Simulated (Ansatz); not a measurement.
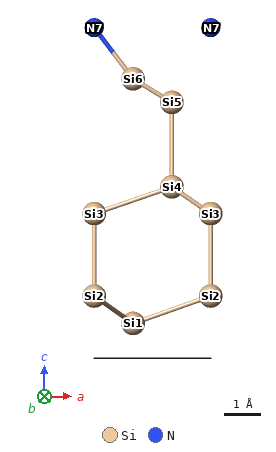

A slab of composition Si$_{6}$N (cut from the Fd-3m phase), before the constrained relaxation. A ball-and-stick model of the 1 × 2 repeat of the cell, outlined in the plane, without the vacuum, seen along the b axis.

Case: N put at a bridge Si-Si site. The slab is the (1 1 1) face of Si with N on it. 3 atoms are held fixed.

Theory: DFT PBEsol, scalar-relativistic, plane waves, PAW in Ansatz 0.2.0.

Input
```yaml
crystal:
  lattice:
    - [3.8417168278, 0.0, 0.0]
    - [-1.9208584139, 3.327024367, 0.0]
    - [0.0, 0.0, 26.0576844733]
  atoms:
    - { symbol: Si, position: [0.3333333333, 0.6666666667, 0.3261993601] }
    - { symbol: Si, position: [0.0, 0.0, 0.3562936366] }
    - { symbol: Si, position: [0.0, 0.0, 0.4465764664] }
    - { symbol: Si, position: [0.6666666667, 0.3333333333, 0.4759187077] }
    - { symbol: Si, position: [0.6666666667, 0.3333333333, 0.5684832977] }
    - { symbol: Si, position: [0.3333333333, 0.6666666667, 0.5943515468] }
    - { symbol: "N", position: [0.0, 0.5, 0.6503810839], spin: 3.0 }
basis:
  ecutwfc: 420
kpoints:
  mp_grid: { grid: [9, 9, 1] }
hamiltonian:
  xc: pbesol
scf:
  occupations: { method: gaussian, width: 0.05 }
output:
  forces: true
  eigenvalues: true
  populations: true
  write_density: true
  write_potential: true
  elf: true
  volumetric_format: npy
magnetization:
  spin_polarized: true
relax:
  adjacent_minimum: "off"
  f_tol: 0.03
  max_steps: 70
  constraints: [{ sites: [0, 1, 2] }]
efield:
  axis: 3
  dipole_correction: true
  ramp_width: 0.04
```

Command:
```bash
ansatz run input.yaml --threads 1 --pin off --max-ram 2560MiB --backend cpu --events-out ev --progress --plain --runs-dir out
```

> Where does the constrained relaxation end?

N7 moves most: 1.17 Å at 49° to the normal (−c side). Largest moves by element: N 1.17 Å, Si 0.71 Å. The lattice vectors keep their values. Among the contacts that change: Si5–N7 2.405 → 1.763 Å, Si5–Si6 2.318 → 2.516 Å, Si6–N7 1.833 → 1.665 Å, Si4–Si5 2.412 → 2.352 Å. New bonds form: Si5–N7 (2.41 → 1.76 Å). Bond angles that change, for instance: Si3–Si4–Si5 109.0° → 92.2°, Si4–Si5–Si6 106.9° → 90.2°, Si4–Si5–Si6 106.9° → 116.3°. Over 8 accepted moves (9 points after the start) the energy falls by 1.963 eV per cell of the calculation. Largest force component: 2.4 eV/Å at the start, 0.028 eV/Å at the end. 1 step only repeated the SCF at the same geometry.

Step by step:

| step | E − E(0), meV/atom | largest force component, eV/Å | note |
| --- | --- | --- | --- |
| 0 | 0.00 | 2.3742 |  |
| 1 | -80.70 | 4.1081 |  |
| 2 | -198.79 | 2.8318 |  |
| 3 | -245.91 | 0.8749 |  |
| 4 | -264.15 | 0.3032 |  |
| 5 | -273.67 | 0.0974 |  |
| 6 | -278.60 | 0.0959 |  |
| 7 | -280.11 | 0.0880 |  |
| 8 | -280.47 | 0.0282 |  |
| 9 | -280.47 | 0.0282 | same geometry, SCF repeated |

The end point in the same view:

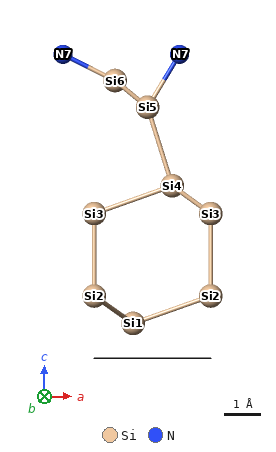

Limits of the set-up: the periodic images lie only 3.8 Å apart, so the values are limited by the cell's size.
